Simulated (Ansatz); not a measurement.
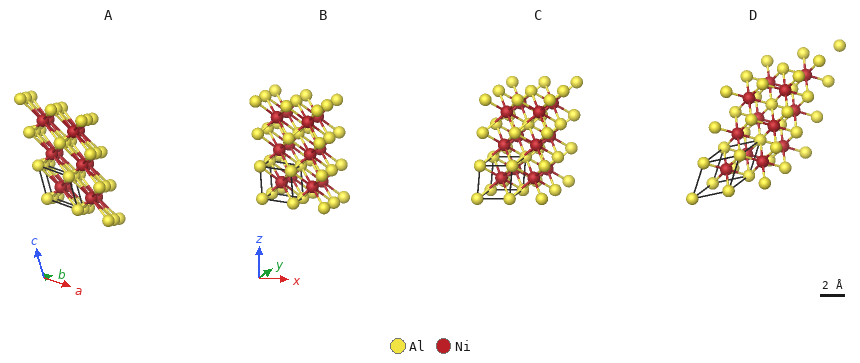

Frames of a one-coordinate scan of solid AlNi (Pm-3m). x, y and z are the Cartesian axes of the input. The picture is a ball-and-stick view of the cell of the calculation, repeated 2 × 2 × 3 with one cell outlined, seen slightly off an axis.

The calculation used Ansatz 0.2.0, DFT PBEsol, scalar-relativistic, plane waves, PAW. Settings: plane-wave cutoff 420 eV; k-point mesh 24 × 24 × 24; occupations gaussian; smearing width 0.15 eV; no spin polarisation. Energies (free energies at the smearing named) are counted from the relaxed crystal.

Q: What is being scanned?

A: The ratio of the cell's length along [111] to its lengths across, counted as 1 for the reference, is changed at fixed volume (a trigonal path), with the atoms kept at their fractional coordinates. In the frames the relative ratio is 0.50 (A), 0.85 (B), 1.20 (C), 2.00 (D). Their energies are 6202 meV/atom, 204 meV/atom, 159 meV/atom, 836 meV/atom.

Limits of the set-up: an element that often carries a moment was run without spin polarisation.
